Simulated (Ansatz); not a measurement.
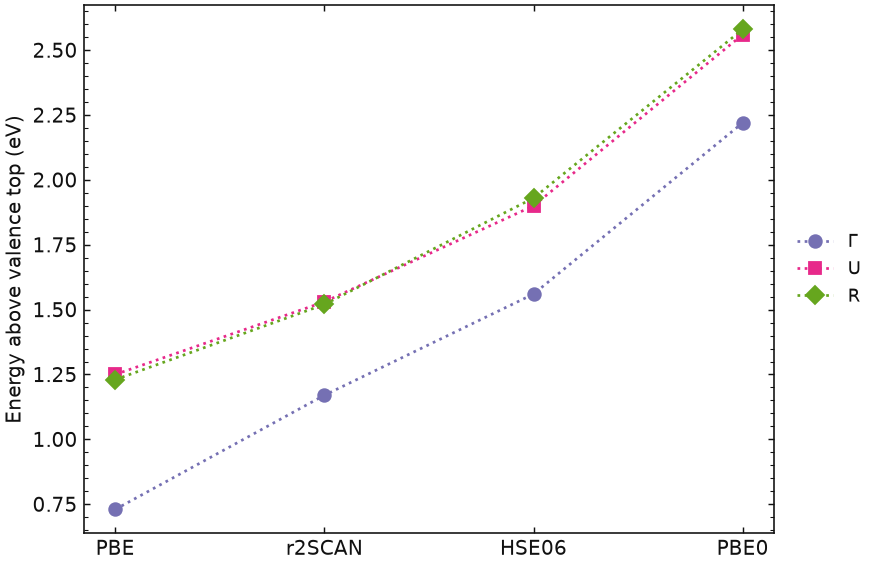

Lowest conduction level at each named k point, counted from the valence-band top at Γ, by several methods on one cell of Ga4As3P (ordered alloy on wurtzite lattice), space group Pm (No. 6), 8 atoms in the cell, relaxed with r2SCAN; a = 6.52 Å, b = 3.96 Å, c = 6.85 Å, α = 90.00°, β = 90.00°, γ = 90.00°. All runs are without spin-orbit coupling and carry no moments. In reduced coordinates of the cell that was run, U is (0, −0.5, −0.5) and R is (−0.5, −0.5, −0.5).

Question: Does HSE06 shift these levels rigidly from PBE?

Answer: The shifts are +0.83 eV at Γ, +0.65 eV at U and +0.70 eV at R, and at points that aren't plotted +0.72 eV (Z), +0.64 eV (X), +0.71 eV (Y), +0.76 eV (T) and +0.76 eV (S): over the named points that both runs hold, a spread of 0.19 eV on a mean of 0.72 eV, so one shift describes them only roughly.

Question: How do the methods rank at Γ?

Answer: From low to high: PBE 0.73, r2SCAN 1.17, HSE06 1.56, PBE0 2.22 eV.

Question: Do the methods agree on which of these conduction levels is lowest?

Answer: Yes: all put it at Γ.

| method | program | Γ (eV) | U (eV) | R (eV) |
| --- | --- | --- | --- | --- |
| PBE | Ansatz | 0.73 | 1.25 | 1.23 |
| r2SCAN | Ansatz | 1.17 | 1.53 | 1.52 |
| HSE06 | Ansatz | 1.56 | 1.90 | 1.93 |
| PBE0 | Ansatz | 2.22 | 2.56 | 2.58 |

Settings. PBE: Ansatz PAW set, 4×6×4 k mesh, 420 eV cutoff, Fermi-Dirac smearing of 0.02 eV (Ansatz 0.2.0). r2SCAN: Ansatz PAW set, 4×6×4 k mesh, 500 eV cutoff, fixed occupations (Ansatz 0.2.0). HSE06: Ansatz PAW set, 2×4×2 k mesh, 420 eV cutoff, fixed occupations (Ansatz 0.2.0). PBE0: Ansatz PAW set, 2×4×2 k mesh, 420 eV cutoff, fixed occupations (Ansatz 0.2.0).

Spin-orbit coupling is left out, which matters for As. The cell was built by a generator and needn't be a form met in nature. r2SCAN, HSE06 and PBE0: the PAW data sets were made with another functional. LDA, GGA and most meta-GGA functionals understate gaps. HSE06 and PBE0: the k mesh is coarse, so the values aren't converged, least of all with exact exchange. In reduced coordinates of the cell that was run, Z is (0, 0, −0.5), X is (0, −0.5, 0), Y is (−0.5, 0, 0), T is (−0.5, 0, −0.5) and S is (−0.5, −0.5, 0).
